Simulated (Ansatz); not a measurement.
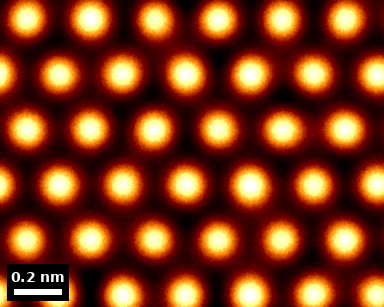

HAADF-like image of Mo (P6/mmm, No. 191). Simulation: incoherent imaging, intensity Z^1.7 per atom, probe width 1.30 Å, thin sample. Shot noise and the speckle of an amorphous layer were added. Structure used: the input geometry of a calculation; the starting structure was generated, so it need not be a known form of this composition.

Space group P6/mmm (No. 191). a = 4.655 Å, b = 4.655 Å, c = 2.548 Å, α = 90.00°, β = 90.00°, γ = 120.00°
| atom | site | symmetry | x | y | z |
| --- | --- | --- | --- | --- | --- |
| Mo | 1a | 6/mmm | 0.0000 | 0.0000 | 0.0000 |
| Mo | 2d | -6m2 | 0.3333 | 0.6667 | 0.5000 |

Which beam direction gives this image, [212], [001], [211] or [101]? (Directions equivalent by symmetry count as one.)

Answer. [001]. The projected cells are 2.15 × 2.33 Å, 90° for [212]; 2.69 × 2.69 Å, 120° for [001]; 2.43 × 2.63 Å, 118° for [211]; 2.23 × 4.18 Å, 105° for [101], and the image repeats as the [001] one does.
